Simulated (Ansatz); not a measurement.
## Two runs on Ge

System: Ge (Pm-3m, 1 atom in the cell).
Method of run A: DFT, BLYP, plane waves (420 eV) with PAW, scalar-relativistic, no spin polarisation (Ansatz 0.2.0).

Text and figures count atoms from 1; the logs count them from 0 in places.

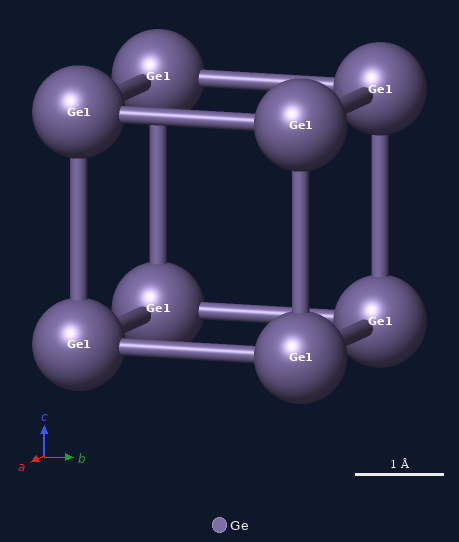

Figure 1. The structure as given in the input (ball-and-stick view of the cell of the calculation, seen slightly off an axis; atoms are numbered from 1 in the order of the input).

Input, run A:
```yaml
crystal:
  lattice:
    - [2.6807429755, 0.0, 0.0]
    - [0.0, 2.6807429755, 0.0]
    - [0.0, 0.0, 2.6807429755]
  atoms:
    - { symbol: Ge, position: [0.0, 0.0, 0.0] }
hamiltonian:
  xc: blyp
  pseudopotentials:
    kind: paw
    azcp:
      Ge: "pseudopotentials/Ge.paw.azcp"
basis:
  ecutwfc: 420
  fft_grid_basis: typed
kpoints:
  mp_grid: { grid: [18, 18, 18], shift: [0, 0, 0] }
magnetization:
  spin_polarized: false
scf:
  occupations: { method: fermi_dirac, width: 0.1 }
output:
  stress: true
  write_density: true
  write_potential: true
  elf: true
  volumetric_format: npy
```

Hardware: 2 threads of an Arm (aarch64) CPU, shared host.

Output, shortened to warnings, some set-up lines, iterations and results (run A):
```
Basis set: ecut = 420 eV, 389 PW (Γ), exchange–correlation on 36×36×36 points (8 copies of the dense FFT grid, shifted against one another)
Symmetry: 48 space group operations
k-points: 220 of 5832
Initial density: superposition of atomic densities (neutral atoms: chi_scale 0, normalization atom), corrected by the library's trained network
[...]
SCF iter   1: F=—  HF=-4304.817983 eV  |F-HF|=—  |Δ(HF+E_count)|=         —  Δρ=8.16e-3  dr2=1.10e-2  ethr=1.77e-3  ⟨swp⟩=5.2  Hψ=14272  notcnv=0
SCF iter   2: F=—  HF=-4304.815539 eV  |F-HF|=—  |Δ(HF+E_count)|=   2.44e-3  Δρ=5.27e-3  dr2=5.20e-3  ethr=7.87e-5  ⟨swp⟩=1.0  Hψ=4180  notcnv=0
SCF iter   3: F=—  HF=-4304.813812 eV  |F-HF|=—  |Δ(HF+E_count)|=   1.73e-3  Δρ=9.05e-4  dr2=8.43e-5  ethr=3.71e-5  ⟨swp⟩=2.2  Hψ=2816  notcnv=0
SCF iter   4: F=—  HF=-4304.813776 eV  |F-HF|=—  |Δ(HF+E_count)|=   3.63e-5  Δρ=5.03e-4  dr2=2.84e-5  ethr=6.02e-7  ⟨swp⟩=2.0  Hψ=3955  notcnv=0
SCF iter   5: F=—  HF=-4304.813741 eV  |F-HF|=—  |Δ(HF+E_count)|=   3.48e-5  Δρ=2.64e-4  dr2=7.32e-6  ethr=2.03e-7  ⟨swp⟩=2.0  Hψ=3509  notcnv=0
SCF iter   6: F=—  HF=-4304.813731 eV  |F-HF|=—  |Δ(HF+E_count)|=   9.94e-6  Δρ=4.83e-5  dr2=2.22e-7  ethr=5.23e-8  ⟨swp⟩=2.0  Hψ=3940  notcnv=0
SCF iter   7: F=-4304.813730 eV  HF=-4304.813730 eV  |F-HF|=5.08e-9  |Δ(HF+E_count)|=   3.03e-7  Δρ=4.22e-6  dr2=1.70e-9  ethr=7.14e-10  ⟨swp⟩=8.1  Hψ=15445  notcnv=0
SCF 1 converged in 7 iterations: F = -4304.813730 eV  dr2 = 1.70e-9
SCF converged after 7 iterations
Free energy (F): -4304.813730 eV
Harris-Foulkes:  -4304.813730 eV  (|F-HF|=5.08e-9)
Internal energy: -4304.799283 eV  (E = F + TS)
E sigma→0 (E₀):  -4304.806507 eV
Entropy (-TS):   -0.014447 eV (-14.447 meV/atom)
Fermi energy:    10.903826 eV
--- Per-component energies (eV) ---
  E_band       = -114.163854
  E_kinetic    = 111.938673
  E_local      = -2195.988350  (includes V_loc(G=0)·N_el)
  E_nonlocal   = 412.186274
  E_hartree    = 964.463345
  E_xc         = -74.738133
  E_vxc        = -63.140895  (∫ρ·V_xc dr)
  E_paw        = -2029.195244  (= ΣΔE_a)
  E_vpaw       = -308.089030  (= ΣTr[D̂ρ^β])
  E_aug_tail   = 0.000325  (compensation charges beyond the density's cutoff)
  E_ewald      = -1493.576842
  E_core_change = 0.110668  (= ΣΔE_core)
  E_smearing   = -0.014447  (= −TS)
  E_closure    = -0.000000  (closes the sum)
  Σ components = -4304.813730   (vs F -4304.813730, Δ=0.00e0)
--- Stress (GPa, compression-positive) ---
        8.223040       0.000000       0.000000
        0.000000       8.223040      -0.000000
        0.000000       0.000000       8.223040
  P = ⅓ Tr σ = 8.2230 GPa (82.230 kbar)
```

For run B the input was changed thus:
```diff
-    - [2.6807429755, 0.0, 0.0]
-    - [0.0, 2.6807429755, 0.0]
-    - [0.0, 0.0, 2.6807429755]
+    - [2.7596332159, 0.0, 0.0]
+    - [0.0, 2.7596332159, 0.0]
+    - [0.0, 0.0, 2.7596332159]
```

Predict how the results change.

With the same functional and potentials, run B lies 53.0 meV per atom lower. The pressure goes from 8.22 to 1.96 GPa. The volume per atom goes from 19.26 to 21.02 Å³. The SCF takes 6 iterations against 7. The plane waves at Γ go from 389 to 437.

Output, shortened to warnings, some set-up lines, iterations and results (run B):
```
Basis set: ecut = 420 eV, 437 PW (Γ), exchange–correlation on 40×40×40 points (8 copies of the dense FFT grid, shifted against one another)
Symmetry: 48 space group operations
k-points: 220 of 5832
Initial density: superposition of atomic densities (neutral atoms: chi_scale 0, normalization atom), corrected by the library's trained network
[...]
SCF iter   1: F=—  HF=-4304.871276 eV  |F-HF|=—  |Δ(HF+E_count)|=         —  Δρ=7.79e-3  dr2=1.19e-2  ethr=1.77e-3  ⟨swp⟩=5.2  Hψ=14124  notcnv=0
SCF iter   2: F=—  HF=-4304.868619 eV  |F-HF|=—  |Δ(HF+E_count)|=   2.66e-3  Δρ=5.07e-3  dr2=5.57e-3  ethr=8.47e-5  ⟨swp⟩=1.0  Hψ=4180  notcnv=0
SCF iter   3: F=—  HF=-4304.866835 eV  |F-HF|=—  |Δ(HF+E_count)|=   1.78e-3  Δρ=1.17e-3  dr2=1.80e-4  ethr=3.98e-5  ⟨swp⟩=2.4  Hψ=3992  notcnv=0
SCF iter   4: F=—  HF=-4304.866692 eV  |F-HF|=—  |Δ(HF+E_count)|=   1.43e-4  Δρ=2.16e-4  dr2=5.59e-6  ethr=1.29e-6  ⟨swp⟩=2.0  Hψ=3951  notcnv=0
SCF iter   5: F=—  HF=-4304.866720 eV  |F-HF|=—  |Δ(HF+E_count)|=   2.88e-5  Δρ=1.22e-4  dr2=1.83e-6  ethr=3.99e-8  ⟨swp⟩=2.5  Hψ=3510  notcnv=0
SCF iter   6: F=-4304.866718 eV  HF=-4304.866718 eV  |F-HF|=9.17e-9  |Δ(HF+E_count)|=   2.24e-6  Δρ=8.10e-6  dr2=7.28e-9  ethr=7.14e-10  ⟨swp⟩=5.4  Hψ=13852  notcnv=0
SCF 1 converged in 6 iterations: F = -4304.866718 eV  dr2 = 7.28e-9
SCF converged after 6 iterations
Free energy (F): -4304.866718 eV
Harris-Foulkes:  -4304.866718 eV  (|F-HF|=9.17e-9)
Internal energy: -4304.850259 eV  (E = F + TS)
E sigma→0 (E₀):  -4304.858489 eV
Entropy (-TS):   -0.016459 eV (-16.459 meV/atom)
Fermi energy:    9.657994 eV
--- Per-component energies (eV) ---
  E_band       = -130.244017
  E_kinetic    = 110.772916
  E_local      = -2264.024330  (includes V_loc(G=0)·N_el)
  E_nonlocal   = 411.570448
  E_hartree    = 990.588484
  E_xc         = -74.227989
  E_vxc        = -62.420848  (∫ρ·V_xc dr)
  E_paw        = -2028.761116  (= ΣΔE_a)
  E_vpaw       = -307.323197  (= ΣTr[D̂ρ^β])
  E_aug_tail   = 0.000292  (compensation charges beyond the density's cutoff)
  E_ewald      = -1450.879633
  E_core_change = 0.110668  (= ΣΔE_core)
  E_smearing   = -0.016459  (= −TS)
  E_closure    = 0.000000  (closes the sum)
  Σ components = -4304.866718   (vs F -4304.866718, Δ=0.00e0)
--- Stress (GPa, compression-positive) ---
        1.959762      -0.000000       0.000000
       -0.000000       1.959762       0.000000
        0.000000       0.000000       1.959762
  P = ⅓ Tr σ = 1.9598 GPa (19.598 kbar)
```

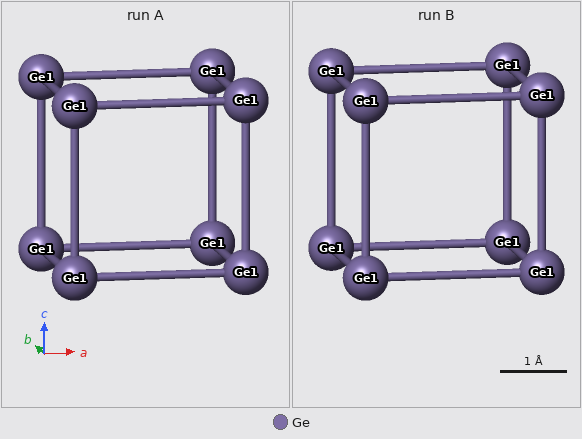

Figure 2. The two input geometries at one scale (ball-and-stick view of the cell of the calculation, seen slightly off an axis). The atoms keep their places relative to the cell (all moves are under 0.005 Å). The drawn cell changes as follows: a = b = c 2.681 → 2.760 Å (+2.9 %); the volume changes by +9.1 %. Among the contacts that change: Ge1–Ge1 2.681 → 2.760 Å.

The two runs side by side:

```tsv
quantity	run A	run B
outcome	converged	converged
free energy per atom (eV)	−4304.8137	−4304.8667
energy per atom, smearing taken to zero (eV)	−4304.8065	−4304.8585
pressure (GPa)	8.22	1.96
volume per atom (Å³)	19.26	21.02
SCF iterations	7	6
irreducible k-points	220	220
plane waves at Γ	389	437
wall time (shared host)	2.5 s	2.4 s
```

For run A: The cell is under a pressure of 8.2 GPa at this level, so it is not at its equilibrium volume.
